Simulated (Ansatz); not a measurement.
Consider Ti3Al.

The calculation's input:

```
crystal:
  lattice:
    - [0.0, 3.2100905411, 3.2100905411]
    - [3.2100905411, 0.0, 3.2100905411]
    - [3.2100905411, 3.2100905411, 0.0]
  atoms:
    - { symbol: Ti, position: [0.0, 0.0, 0.0] }
    - { symbol: Ti, position: [0.25, 0.25, 0.25] }
    - { symbol: Ti, position: [0.75, 0.75, 0.75] }
    - { symbol: Al, position: [0.5, 0.5, 0.5] }
hamiltonian:
  xc: pbe
  pseudopotentials: { kind: paw }
kpoints:
  mp_grid: { grid: [7, 7, 7] }
scf:
  occupations: { method: fermi_dirac, width: 0.05 }
output:
  forces: true
  stress: true
  eigenvalues: true
  write_density: true
  write_potential: true
  elf: true
  volumetric_format: npy
```

Run with:

```sh
ansatz run input.yaml --threads 2 --pin off --max-ram 5120MiB --backend cpu --events-out ev --progress --plain --runs-dir out
```

Below, planes, directions and counts refer to the conventional cell (a = 6.42 Å, b = 6.42 Å, c = 6.42 Å, α = 90.00°, β = 90.00°, γ = 90.00°).

Space group Fm-3m; a structure from a database of computed crystals, not necessarily the ambient phase.

Method: Kohn-Sham DFT of a periodic cell, PBE, Ansatz PAW (Ansatz).

Question: Predict the valence pseudo-density and electron localisation function between the atoms.

Answer: Ti–Ti (2.78 Å): the density is about 0.21 e/Å³ at the midpoint; the ELF is about 0.20 at the midpoint: no localised pair shows between them.
Ti–Al (2.78 Å): ρ at the midpoint is about 0.2 e/Å³; the ELF is about 0.30 at the midpoint.

Question: Does the calculation make it a metal, or give it a gap?

Answer: It is metallic or semimetallic at this level of theory: no gap opens.

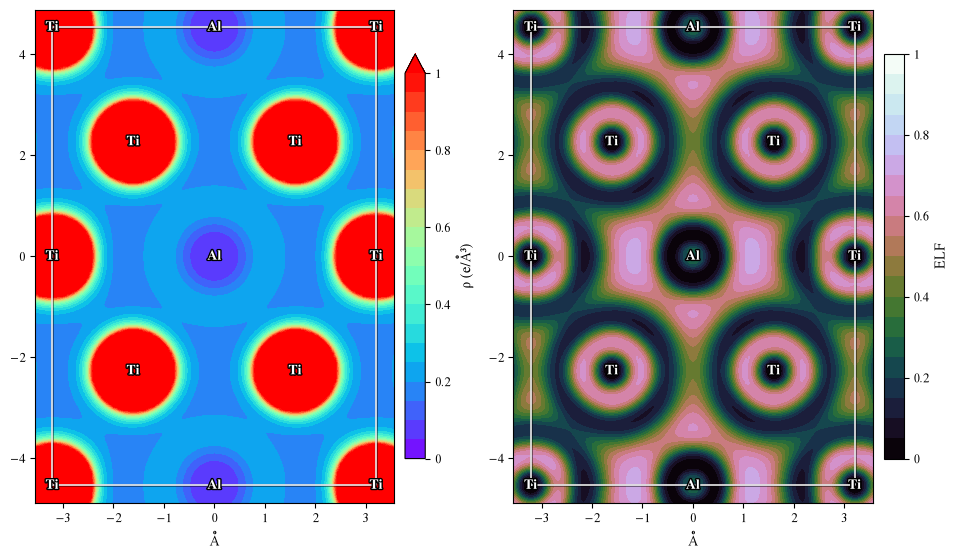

Computed valence pseudo-density and electron localisation function on the (101) plane of the conventional cell, in this order. 
